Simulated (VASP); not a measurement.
# CaO (Lime): structure and properties in VASP, part 2 of 6

Aim: relax CaO (Lime), then compute properties on the relaxed cell. The start is a cell from a database of measured crystal structures.

VASP 6.6.1; r2SCAN with rVV10; plane waves and PAW (Ca_sv, O).

So far, gap on the k-mesh (eV): step 2 (full relaxation (r2SCAN + rVV10)) 4.15.

## Step 3: Second relaxation

The basis stayed that of the start cell while the cell moved. A rerun from the cell reached resets it; the error of the finite cutoff stays.

File INCAR:

```
SYSTEM = CaO
PREC = Accurate
ENCUT = 520
EDIFF = 1E-06
NELM = 100
ISMEAR = 0
SIGMA = 0.05
LREAL = .FALSE.
ALGO = Normal
METAGGA = R2SCAN
LUSE_VDW = .TRUE.
IVDW_NL = 2
BPARAM = 11.95
CPARAM = 0.0093
LASPH = .TRUE.
NBANDS = 14
LORBIT = 11
LWAVE = .FALSE.
LCHARG = .FALSE.
KPAR = 2
IBRION = 2
NSW = 60
ISIF = 3
EDIFFG = -0.01
```

File POSCAR:

```
CaO
1.0
    0.0000000000      2.3979663687      2.3979663687
    2.3979663687      0.0000000000      2.3979663687
    2.3979663687      2.3979663687      0.0000000000
Ca O
1 1
Direct
    0.0000000000      0.0000000000      0.0000000000
    0.5000000000      0.5000000000      0.5000000000
```

File KPOINTS:

```
Automatic mesh
0
Gamma
10 10 10
0 0 0
```

Potentials, in the order of the species: Ca_sv and O (PBE family, release 64).

Started as:

```sh
$ mpirun -np 2 vasp_std
```

The log of the run:

```text
[banner, memory and clock lines left out]
running    2 mpi-ranks, on    1 nodes
 distrk:  each k-point on    1 cores,    2 groups
 distr:  one band on    1 cores,    1 groups

 POSCAR found type information on POSCAR CaO
 POSCAR found :  2 types and       2 ions
 [... a notice as in an earlier step ...]

 [... a notice as in an earlier step ...]

 LDA part: xc-table for (None), standard interpolation
 POSCAR, INCAR and KPOINTS ok, starting setup
 FFT: planning ... GRIDC
 FFT: planning ... GRID_SOFT
 FFT: planning ... GRID
 WAVECAR not read
 entering main loop
       N       E                     dE             d eps       ncg     rms          rms(c)
Total rVV10 correction in eV:      0.3661146    16.0032792
Total rVV10 correction in eV:      0.3661146    16.0032792
DAV:   1     0.120891515205E+03    0.12089E+03   -0.85062E+03  1316   0.119E+03
DAV:   2    -0.188480378701E+02   -0.13974E+03   -0.13065E+03  1660   0.313E+02
DAV:   3    -0.246376846725E+02   -0.57896E+01   -0.57416E+01  1478   0.677E+01
DAV:   4    -0.248441153546E+02   -0.20643E+00   -0.20610E+00  2002   0.106E+01
DAV:   5    -0.248464539348E+02   -0.23386E-02   -0.23385E-02  1456   0.117E+00    0.761E+00
Total rVV10 correction in eV:      0.3915777    16.0032788
Total rVV10 correction in eV:      0.3915777    16.0032788
DAV:   6    -0.189067785961E+02    0.59397E+01   -0.36898E+00  1682   0.246E+01    0.261E+00
Total rVV10 correction in eV:      0.4016396    16.0032789
Total rVV10 correction in eV:      0.4016396    16.0032789
DAV:   7    -0.190362528284E+02   -0.12947E+00   -0.56146E-01  1334   0.554E+00    0.196E+00
Total rVV10 correction in eV:      0.4159587    16.0032789
Total rVV10 correction in eV:      0.4159587    16.0032789
DAV:   8    -0.190739438712E+02   -0.37691E-01   -0.23554E-01  1352   0.511E+00    0.143E+00
Total rVV10 correction in eV:      0.4181120    16.0032789
Total rVV10 correction in eV:      0.4181120    16.0032789
DAV:   9    -0.190352897519E+02    0.38654E-01   -0.10873E-01  1450   0.325E+00    0.123E-01
Total rVV10 correction in eV:      0.4171870    16.0032789
Total rVV10 correction in eV:      0.4171870    16.0032789
DAV:  10    -0.190348961195E+02    0.39363E-03   -0.55944E-03  1420   0.705E-01    0.805E-02
Total rVV10 correction in eV:      0.4171106    16.0032789
Total rVV10 correction in eV:      0.4171106    16.0032789
DAV:  11    -0.190350697688E+02   -0.17365E-03   -0.93915E-04  1412   0.261E-01    0.550E-02
Total rVV10 correction in eV:      0.4175733    16.0032789
Total rVV10 correction in eV:      0.4175733    16.0032789
DAV:  12    -0.190349874413E+02    0.82328E-04   -0.24964E-04  1508   0.141E-01    0.109E-02
Total rVV10 correction in eV:      0.4175987    16.0032789
Total rVV10 correction in eV:      0.4175987    16.0032789
DAV:  13    -0.190349908545E+02   -0.34132E-05   -0.16902E-05  1576   0.418E-02    0.858E-03
Total rVV10 correction in eV:      0.4176154    16.0032789
Total rVV10 correction in eV:      0.4176154    16.0032789
DAV:  14    -0.190349910335E+02   -0.17904E-06   -0.35734E-07   736   0.614E-03
Total rVV10 correction in eV:      0.4175785    16.0032789
Total rVV10 correction in eV:      0.4175785    16.0032789
Total rVV10 correction in eV:      0.4176077    16.0032789
Total rVV10 correction in eV:      0.4176077    16.0032789
   1 F= -.19034991E+02 E0= -.19034991E+02  d E =-.190350E+02
 curvature:   0.00 expect dE= 0.000E+00 dE for cont linesearch  0.000E+00
 trial: gam= 0.00000 g(F)=  0.871E-60 g(S)=  0.603E-04 ort = 0.000E+00 (trialstep = 0.100E+01)
 search vector abs. value=  0.603E-04
 bond charge predicted
       N       E                     dE             d eps       ncg     rms          rms(c)
Total rVV10 correction in eV:      0.4176602    16.0032789
Total rVV10 correction in eV:      0.4176602    16.0032789
DAV:   1    -0.190354702420E+02   -0.47939E-03   -0.12089E-02  1340   0.121E+00    0.147E-01
Total rVV10 correction in eV:      0.4172897    16.0032789
Total rVV10 correction in eV:      0.4172897    16.0032789
DAV:   2    -0.190350518548E+02    0.41839E-03   -0.12042E-03  1628   0.322E-01    0.567E-02
Total rVV10 correction in eV:      0.4172755    16.0032789
Total rVV10 correction in eV:      0.4172755    16.0032789
DAV:   3    -0.190349755020E+02    0.76353E-04   -0.11921E-04  2134   0.143E-01    0.212E-02
Total rVV10 correction in eV:      0.4172240    16.0032789
Total rVV10 correction in eV:      0.4172240    16.0032789
DAV:   4    -0.190349666793E+02    0.88227E-05   -0.55278E-05  2078   0.717E-02    0.627E-03
Total rVV10 correction in eV:      0.4172240    16.0032789
Total rVV10 correction in eV:      0.4172240    16.0032789
DAV:   5    -0.190349668989E+02   -0.21956E-06   -0.56580E-07   958   0.850E-03
Total rVV10 correction in eV:      0.4172158    16.0032789
Total rVV10 correction in eV:      0.4172158    16.0032789
Total rVV10 correction in eV:      0.4172314    16.0032789
Total rVV10 correction in eV:      0.4172314    16.0032789
   2 F= -.19034967E+02 E0= -.19034967E+02  d E =0.241346E-04
 trial-energy change:    0.000024  1 .order   -0.000007   -0.000060    0.000046
 step:   0.5676(harm=  0.5676)  dis= 0.00000  next Energy=   -19.035008 (dE=-0.171E-04)
 bond charge predicted
       N       E                     dE             d eps       ncg     rms          rms(c)
Total rVV10 correction in eV:      0.4172087    16.0032789
Total rVV10 correction in eV:      0.4172087    16.0032789
DAV:   1    -0.190350822684E+02   -0.11559E-03   -0.22772E-03  1376   0.524E-01    0.639E-02
Total rVV10 correction in eV:      0.4173642    16.0032789
Total rVV10 correction in eV:      0.4173642    16.0032789
DAV:   2    -0.190350084248E+02    0.73844E-04   -0.21981E-04  1622   0.138E-01    0.266E-02
Total rVV10 correction in eV:      0.4173699    16.0032789
Total rVV10 correction in eV:      0.4173699    16.0032789
DAV:   3    -0.190349967682E+02    0.11657E-04   -0.19997E-05  1942   0.621E-02    0.107E-02
Total rVV10 correction in eV:      0.4173927    16.0032789
Total rVV10 correction in eV:      0.4173927    16.0032789
DAV:   4    -0.190349945136E+02    0.22545E-05   -0.10336E-05  2038   0.334E-02    0.198E-03
Total rVV10 correction in eV:      0.4173924    16.0032789
Total rVV10 correction in eV:      0.4173924    16.0032789
DAV:   5    -0.190349942310E+02    0.28263E-06   -0.13042E-07   700   0.475E-03
Total rVV10 correction in eV:      0.4173928    16.0032789
Total rVV10 correction in eV:      0.4173928    16.0032789
Total rVV10 correction in eV:      0.4173906    16.0032789
Total rVV10 correction in eV:      0.4173906    16.0032789
   3 F= -.19034994E+02 E0= -.19034994E+02  d E =-.319745E-05
 curvature:  -0.28 expect dE=-0.340E-05 dE for cont linesearch -0.340E-05
 trial: gam= 0.00000 g(F)=  0.274E-59 g(S)=  0.120E-04 ort =-0.269E-04 (trialstep = 0.914E+00)
 search vector abs. value=  0.120E-04
 reached required accuracy - stopping structural energy minimisation
```

The job ended after 3 min (2 MPI ranks of AMD EPYC 7R43, shared host; peak memory 0.48 GiB).

From OUTCAR (step 3):

```text
  LATTYP: Found a face centered cubic cell.
 ALAT       =     4.7959327374

The static configuration has the point symmetry O_h .

 Found     47 irreducible k-points:

   ENCUT  =  520.0 eV  38.22 Ry    6.18 a.u.   6.31  6.31  6.31*2*pi/ulx,y,z

   NELECT =      16.0000    total number of electrons

 E-fermi :   2.2587

 k-point     1 :       0.0000    0.0000    0.0000
  band No.  band energies     occupation
    ...
      4     -16.8323      2.00000
      5     -14.4498      2.00000
      6       2.0391      2.00000
      7       2.0391      2.00000
      8       2.0391      2.00000
      9       7.4676      0.00000
     10       8.9054      0.00000
     11       8.9054      0.00000
     12       8.9054      0.00000
     13      10.5345      0.00000
    ...

 k-point     2 :       0.1000    0.0000    0.0000
  band No.  band energies     occupation
    ...
      4     -16.8373      2.00000
      5     -14.2731      2.00000
      6       1.6884      2.00000
      7       1.9000      2.00000
      8       1.9000      2.00000
      9       7.9251      0.00000
     10       8.8652      0.00000
     11       9.0834      0.00000
     12       9.0835      0.00000
     13      10.7818      0.00000
    ...

  Total        0.0128682      0.0128682      0.0128682      0.0000000     -0.0000000      0.0000000
  in kB        0.7484877      0.7484877      0.7484877      0.0000000     -0.0000000      0.0000000
  external PRESSURE =       0.7484877 kB  Pullay stress =       0.0000000 kB

  energy-cutoff  :      520.00
  volume of cell :       27.55
      direct lattice vectors                 reciprocal lattice vectors
     0.000000000  2.397018543  2.397018543    -0.208592462  0.208592462  0.208592462
     2.397018543  0.000000000  2.397018543     0.208592462 -0.208592462  0.208592462
     2.397018543  2.397018543 -0.000000000     0.208592462  0.208592462 -0.208592462

 POSITION                                       TOTAL-FORCE (eV/Angst)
 -----------------------------------------------------------------------------------
      0.00000      0.00000      0.00000        -0.000000      0.000000      0.000000
      2.39702      2.39702      2.39702         0.000000     -0.000000     -0.000000
 -----------------------------------------------------------------------------------
    total drift:                                0.000000      0.000000      0.000000

  FREE ENERGIE OF THE ION-ELECTRON SYSTEM (eV)
  ---------------------------------------------------
  free  energy   TOTEN  =       -19.0349942310 eV

  energy  without entropy=      -19.0349942310  energy(sigma->0) =      -19.03499423

 total charge
# of ion       s       p       d       tot
------------------------------------------
    1        2.037   5.883   0.284   8.205
    2        1.553   3.479   0.000   5.032
--------------------------------------------------
tot          3.590   9.362   0.284  13.236

[... 5 parts as in an earlier step ...]

[... 6 further parts left out ...]
```

CONTCAR:

```
CaO
   1.00000000000000
     0.0000000000000000    2.3970185428764381    2.3970185428764381
     2.3970185428764381    0.0000000000000000    2.3970185428764381
     2.3970185428764381    2.3970185428764381   -0.0000000000000000
  Ca              O
     1     1
Direct
     0.0000000000000000    0.0000000000000000    0.0000000000000000
     0.5000000000000000    0.5000000000000000    0.5000000000000000
```

Little changed from the start: no atom moved by 0.005 Å and no cell edge by 0.1 %.

This step gave:

```
free energy (TOTEN)             : -19.03 eV
Fermi energy                    : 2.259 eV
pressure                        : 0.07485 GPa
SCF cycles over all ionic steps : 24
```

It ends with forces that vanish by symmetry and a pressure of 0.07 GPa. The volume moved by only 0.12 %, so the volume is settled.

## Step 4: Single point with fields (r2SCAN + rVV10)

A single point on the relaxed cell gives a clean self-consistent state, with density, ELF and potential written out.

INCAR: that of step 3 with these lines changed.

```diff
@@ -18,7 +18,5 @@
 LWAVE = .FALSE.
-LCHARG = .FALSE.
-KPAR = 2
-IBRION = 2
-NSW = 60
-ISIF = 3
-EDIFFG = -0.01
+LCHARG = .TRUE.
+ISIF = 2
+LELF = .TRUE.
+LVHAR = .TRUE.
```

File POSCAR:

```
CaO
1.0
    0.0000000000      2.3970185429      2.3970185429
    2.3970185429      0.0000000000      2.3970185429
    2.3970185429      2.3970185429      0.0000000000
Ca O
1 1
Direct
    0.0000000000      0.0000000000      0.0000000000
    0.5000000000      0.5000000000      0.5000000000
```

KPOINTS is that of step 3.

Started as:

```sh
$ mpirun -np 2 vasp_std
```

The log of the run:

```text
[banner, memory and clock lines left out]
running    2 mpi-ranks, on    1 nodes
 distrk:  each k-point on    2 cores,    1 groups
 distr:  one band on    1 cores,    2 groups

 POSCAR found type information on POSCAR CaO
 POSCAR found :  2 types and       2 ions
 [... a notice as in an earlier step ...]

 [... a notice as in an earlier step ...]

 LDA part: xc-table for (None), standard interpolation
 POSCAR, INCAR and KPOINTS ok, starting setup
 FFT: planning ... GRIDC
 FFT: planning ... GRID_SOFT
 FFT: planning ... GRID
 WAVECAR not read
 entering main loop
       N       E                     dE             d eps       ncg     rms          rms(c)
Total rVV10 correction in eV:      0.3658945    16.0032792
DAV:   1     0.118449987048E+03    0.11845E+03   -0.85307E+03  1316   0.119E+03
DAV:   2    -0.189529277921E+02   -0.13740E+03   -0.12851E+03  1650   0.312E+02
DAV:   3    -0.246419506036E+02   -0.56890E+01   -0.56411E+01  1526   0.661E+01
DAV:   4    -0.248448614023E+02   -0.20291E+00   -0.20265E+00  1870   0.109E+01
DAV:   5    -0.248471399204E+02   -0.22785E-02   -0.22779E-02  1598   0.107E+00    0.761E+00
Total rVV10 correction in eV:      0.3913514    16.0032788
DAV:   6    -0.189071821538E+02    0.59400E+01   -0.36868E+00  1682   0.246E+01    0.261E+00
Total rVV10 correction in eV:      0.4014263    16.0032789
DAV:   7    -0.190362879011E+02   -0.12911E+00   -0.56085E-01  1334   0.554E+00    0.196E+00
Total rVV10 correction in eV:      0.4157233    16.0032789
DAV:   8    -0.190738526138E+02   -0.37565E-01   -0.23496E-01  1352   0.511E+00    0.143E+00
Total rVV10 correction in eV:      0.4178955    16.0032789
DAV:   9    -0.190352714848E+02    0.38581E-01   -0.10858E-01  1444   0.325E+00    0.123E-01
Total rVV10 correction in eV:      0.4169667    16.0032789
DAV:  10    -0.190348747500E+02    0.39673E-03   -0.55631E-03  1420   0.705E-01    0.802E-02
Total rVV10 correction in eV:      0.4168928    16.0032789
DAV:  11    -0.190350481588E+02   -0.17341E-03   -0.92867E-04  1400   0.260E-01    0.549E-02
Total rVV10 correction in eV:      0.4173545    16.0032789
DAV:  12    -0.190349661329E+02    0.82026E-04   -0.24797E-04  1520   0.140E-01    0.108E-02
Total rVV10 correction in eV:      0.4173796    16.0032789
DAV:  13    -0.190349695238E+02   -0.33909E-05   -0.16848E-05  1572   0.417E-02    0.850E-03
Total rVV10 correction in eV:      0.4173964    16.0032789
DAV:  14    -0.190349697156E+02   -0.19178E-06   -0.33967E-07   698   0.605E-03
Total rVV10 correction in eV:      0.4173596    16.0032789
Total rVV10 correction in eV:      0.4173886    16.0032789
   1 F= -.19034970E+02 E0= -.19034970E+02  d E =-.464922E-12
```

The job ended after 81 s (2 MPI ranks; peak memory 0.34 GiB; 2.7 min of CPU time).

OUTCAR, selected parts (step 4):

```text
  LATTYP: Found a face centered cubic cell.
 ALAT       =     4.7940370858

The static configuration has the point symmetry O_h .

 Found     47 irreducible k-points:

   ENCUT  =  520.0 eV  38.22 Ry    6.18 a.u.   6.30  6.30  6.30*2*pi/ulx,y,z

   NELECT =      16.0000    total number of electrons

 E-fermi :   2.2588

 k-point     1 :       0.0000    0.0000    0.0000
  band No.  band energies     occupation
    ...
      4     -16.8325      2.00000
      5     -14.4481      2.00000
      6       2.0407      2.00000
      7       2.0407      2.00000
      8       2.0407      2.00000
      9       7.4684      0.00000
     10       8.9053      0.00000
     11       8.9053      0.00000
     12       8.9053      0.00000
     13      10.5344      0.00000
    ...

 k-point     2 :       0.1000    0.0000    0.0000
  band No.  band energies     occupation
    ...
      4     -16.8375      2.00000
      5     -14.2715      2.00000
      6       1.6899      2.00000
      7       1.9016      2.00000
      8       1.9016      2.00000
      9       7.9260      0.00000
     10       8.8651      0.00000
     11       9.0834      0.00000
     12       9.0834      0.00000
     13      10.7818      0.00000
    ...

  Total       -0.0042507     -0.0042507     -0.0042507     -0.0000000      0.0000000      0.0000000
  in kB       -0.2472430     -0.2472430     -0.2472430     -0.0000000      0.0000000      0.0000000
  external PRESSURE =      -0.2472430 kB  Pullay stress =       0.0000000 kB

  energy-cutoff  :      520.00
  volume of cell :       27.55
      direct lattice vectors                 reciprocal lattice vectors
     0.000000000  2.397018543  2.397018543    -0.208592462  0.208592462  0.208592462
     2.397018543  0.000000000  2.397018543     0.208592462 -0.208592462  0.208592462
     2.397018543  2.397018543  0.000000000     0.208592462  0.208592462 -0.208592462

 POSITION                                       TOTAL-FORCE (eV/Angst)
 -----------------------------------------------------------------------------------
      0.00000      0.00000      0.00000         0.000000      0.000000     -0.000000
      2.39702      2.39702      2.39702         0.000000      0.000000      0.000000
 -----------------------------------------------------------------------------------
    total drift:                                0.000000      0.000000      0.000000

  FREE ENERGIE OF THE ION-ELECTRON SYSTEM (eV)
  ---------------------------------------------------
  free  energy   TOTEN  =       -19.0349697156 eV

  energy  without entropy=      -19.0349697156  energy(sigma->0) =      -19.03496972

 total charge
# of ion       s       p       d       tot
------------------------------------------
    1        2.037   5.883   0.284   8.205
    2        1.553   3.478   0.000   5.031
--------------------------------------------------
tot          3.590   9.362   0.284  13.236

[... 5 parts as in an earlier step ...]

[... 5 further parts left out ...]
```

Numbers from this step:

| Property | Result |
| --- | --- |
| SCF cycles | 14 |
| pressure | -0.02472 GPa |
| gap on the k-mesh | 4.151 eV |
| least direct gap on the k-mesh | 4.525 eV |

Valence electrons inside each PAW sphere by angular momentum. Sphere charges, by row:

| atom | s (e) | p (e) | d (e) | tot (e) |
| --- | --- | --- | --- | --- |
| Ca1 | 2.037 | 5.883 | 0.284 | 8.205 |
| O2 | 1.553 | 3.478 | 0 | 5.031 |

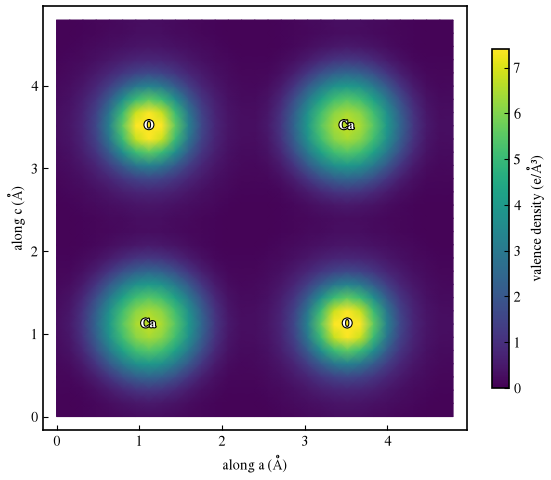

Valence density in the ac plane of the conventional cell at fractional y = 0.000, with atoms of Ca and O within 0.2 Å of it. It is the smooth field of the valence electrons, not physical close to the nuclei. The map starts off the cell's origin, so that atoms lie inside it.

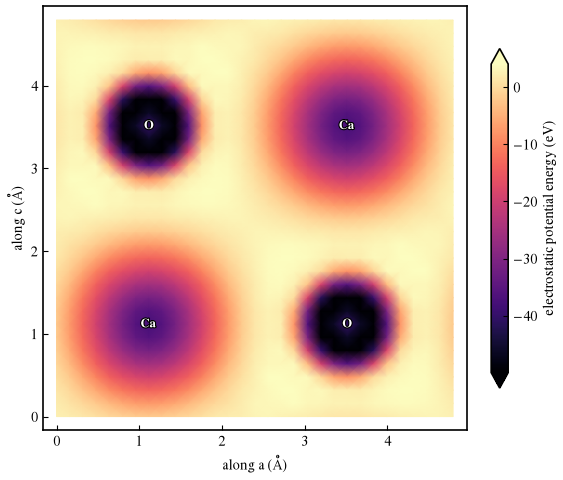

Electrostatic potential energy in the ac plane of the conventional cell at fractional y = 0.000, with atoms of Ca and O within 0.2 Å of it. With pseudopotentials it is smooth inside the atoms' cores, unlike the true potential. The map starts off the cell's origin, so that atoms lie inside it.

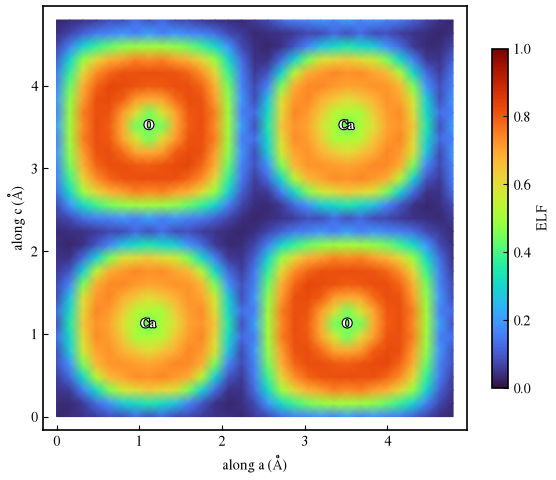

ELF in the ac plane of the conventional cell at fractional y = 0.000, with atoms of Ca and O within 0.2 Å of it. It is the smooth field of the valence electrons, not physical close to the nuclei. The map starts off the cell's origin, so that atoms lie inside it.

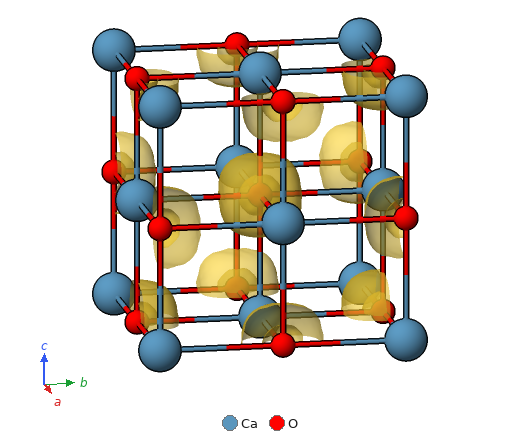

Surface of ELF = 0.75.

In this run the pressure is -0.02 GPa, small enough to go on.

(Part 2 of 6 ends here.)

[Lines on the potential files, build, host, timing and source positions are cut from VASP's logs without a mark.]

[Logs are printed without paths, hosts, clocks, repeated set-up lines and the standing remarks that a program may print on its own settings, such as how far it seeks lower states.]

[Hosts, paths, dates, database ids (printed as entryN), source tags and the programs' standing remarks are cut or masked in the printed files.]

[A measured line is paired with the nearest computed mode of its activity, which favours agreement.]
